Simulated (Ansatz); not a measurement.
## A series of single points on Si

System: Si (P6/mmm, 1 atom in the cell).
Method: DFT LDA, scalar-relativistic, plane waves, PAW, no spin polarisation (Ansatz 0.2.0).

The 5 runs differ only in the geometry, by a strain of the cell at fixed fractional positions. Against run 3, the strain is εxx = η and εyy = η. The structure derives from a Materials Project entry.

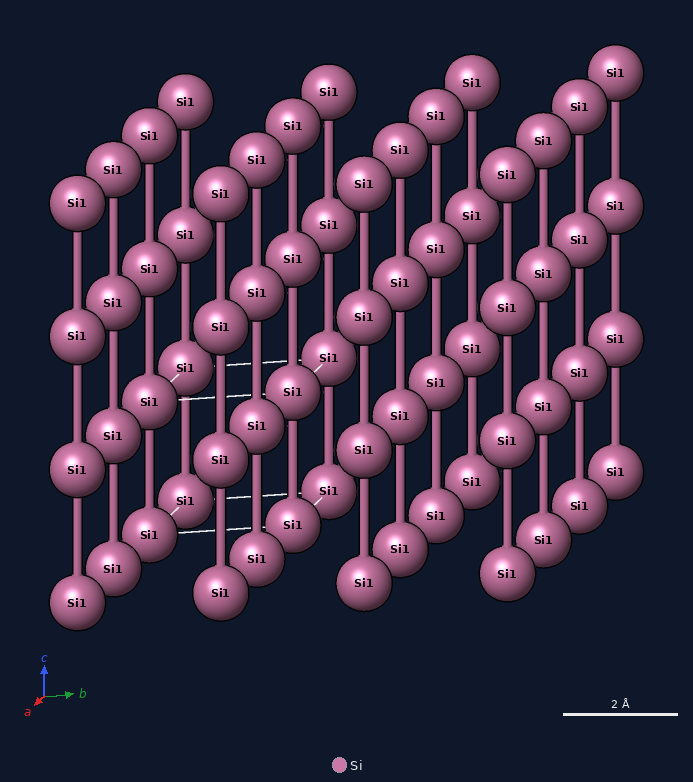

Figure 1. The structure of run 3 (ball-and-stick view of the cell of the calculation, repeated 3 × 3 × 3, seen slightly off an axis; atoms are numbered from 1 in the order of the input).

### Input of run 3
```yaml
crystal:
  lattice:
    - [2.6205428149, 0.0, 0.0]
    - [-1.3102714075, 2.2694566494, 0.0]
    - [0.0, 0.0, 2.4046955302]
  atoms:
    - { symbol: Si, position: [0.0, 0.0, 0.0] }
basis:
  ecutwfc: 420
kpoints:
  mp_grid: { grid: [21, 21, 20] }
hamiltonian:
  xc: lda
scf:
  occupations: { method: gaussian, width: 0.15 }
output:
  forces: true
  stress: true
  eigenvalues: true
```

Lattice vectors (Å) and fractional positions of run 3:
```
   2.620543    0.000000    0.000000
  -1.310271    2.269457    0.000000
   0.000000    0.000000    2.404696
Si  0.000000  0.000000  0.000000
```

Run 2 differs from it as follows:
```diff
-    - [2.6205428149, 0.0, 0.0]
-    - [-1.3102714075, 2.2694566494, 0.0]
+    - [2.5550292445, 0.0, 0.0]
+    - [-1.2775146223, 2.2127202332, 0.0]
```

### Results, with one run withheld

| run | strain parameter η (%) | free energy per atom, from the lowest run given (meV) | pressure (GPa) |
| --- | --- | --- | --- |
| 1 | −5.0000 | 86.42 | 18.17 |
| 2 | −2.5000 | ? | ? |
| 3 | 0.0000 | 0.00 | 2.54 |
| 4 | 2.5000 | 12.46 | −2.59 |
| 5 | 5.0000 | 51.34 | −6.36 |

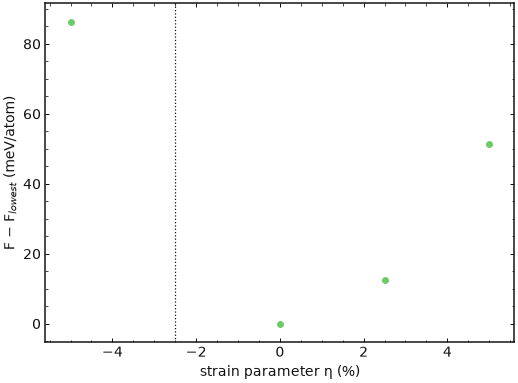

Figure 2. Free energy per atom of the runs given; the dotted line marks run 2.

Estimate the energy of run 2 from the others.

A quadratic polynomial in the coordinate, fitted to the 4 runs given, misses them by at most 2.33 meV per atom. With x = η − 0.6250, it reads F = 0.68369 − 0.020255 x + 2.6969 x² (meV per atom). At run 2 it gives 27.08 meV per atom, and the run itself gives 21.88. The fit has its minimum at η = 0.6288 %. So low a polynomial doesn't follow these energies more closely.

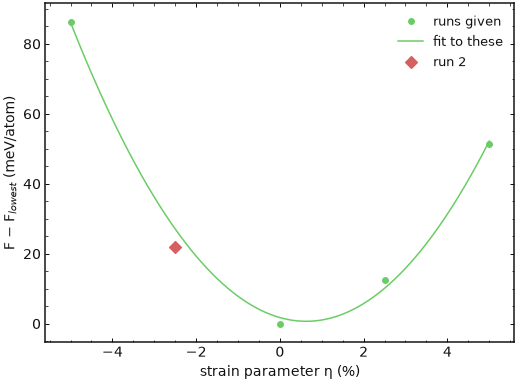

Figure 3. The fit and the withheld run.

### Output, shortened to warnings, some set-up lines, iterations and results (run 2)
```
Basis set: ecut = 420 eV, 255 PW (Γ)
Symmetry: 24 space group operations
k-points: 528 of 8820
Initial density: superposition of atomic densities (neutral atoms: chi_scale 0, normalization atom), corrected by the library's trained network
[...]
SCF iter   1: F=—  HF=-608.403838 eV  |F-HF|=—  |Δ(HF+E_count)|=         —  Δρ=5.56e-3  dr2=3.81e-3  ethr=1.77e-3  ⟨swp⟩=5.1  Hψ=29765  notcnv=0
SCF iter   2: F=—  HF=-608.402318 eV  |F-HF|=—  |Δ(HF+E_count)|=   1.52e-3  Δρ=2.16e-3  dr2=5.15e-4  ethr=9.52e-5  ⟨swp⟩=1.0  Hψ=7395  notcnv=0
SCF iter   3: F=—  HF=-608.402079 eV  |F-HF|=—  |Δ(HF+E_count)|=   2.40e-4  Δρ=1.86e-4  dr2=1.87e-6  ethr=1.29e-5  ⟨swp⟩=2.0  Hψ=4161  notcnv=0
SCF iter   4: F=—  HF=-608.402078 eV  |F-HF|=—  |Δ(HF+E_count)|=   2.65e-7  Δρ=2.53e-5  dr2=5.32e-8  ethr=4.67e-8  ⟨swp⟩=2.0  Hψ=4171  notcnv=0
SCF iter   5: F=-608.402078 eV  HF=-608.402078 eV  |F-HF|=3.34e-10  |Δ(HF+E_count)|=   3.02e-9  Δρ=2.17e-6  dr2=6.60e-10  ethr=1.33e-9  ⟨swp⟩=1.7  Hψ=3676  notcnv=0
SCF iter   6: F=-608.402078 eV  HF=-608.402078 eV  |F-HF|=3.41e-13  |Δ(HF+E_count)|=  2.22e-10  Δρ=4.90e-8  dr2=1.62e-13  ethr=1.65e-11  ⟨swp⟩=1.4  Hψ=9760  notcnv=0
SCF 1 converged in 6 iterations: F = -608.402078 eV  dr2 = 1.62e-13
SCF converged after 6 iterations
Free energy (F): -608.402078 eV
Harris-Foulkes:  -608.402078 eV  (|F-HF|=3.41e-13)
Internal energy: -608.397558 eV  (E = F + TS)
E sigma→0 (E₀):  -608.399818 eV
Entropy (-TS):   -0.004520 eV (-4.520 meV/atom)
Fermi energy:    11.098224 eV
--- Per-component energies (eV) ---
  E_band       = 20.955114
  E_kinetic    = 43.450534
  E_local      = 0.713624  (includes V_loc(G=0)·N_el)
  E_nonlocal   = 26.956511
  E_hartree    = 0.921581
  E_xc         = -56.506473
  E_vxc        = -49.311046  (∫ρ·V_xc dr)
  E_paw        = -485.949191  (= ΣΔE_a)
  E_vpaw       = -2.697676  (= ΣTr[D̂ρ^β])
  E_aug_tail   = 0.000006  (compensation charges beyond the density's cutoff)
  E_ewald      = -138.068480
  E_core_change = 0.084331  (= ΣΔE_core)
  E_smearing   = -0.004520  (= −TS)
  E_closure    = 0.000000  (closes the sum)
  Σ components = -608.402078   (vs F -608.402078, Δ=0.00e0)
--- Forces (eV/Å), atoms counted from 1 ---
  atom   1  Si     0.00000000     0.00000000     0.00000000
  max |Σ_I F_I| component: 1.31e-31 eV/Å
--- Stress (GPa, compression-positive) ---
        9.501308       0.000000       0.000000
       -0.000000       9.501308       0.000000
        0.000000       0.000000       8.857402
  P = ⅓ Tr σ = 9.2867 GPa (92.867 kbar)
```
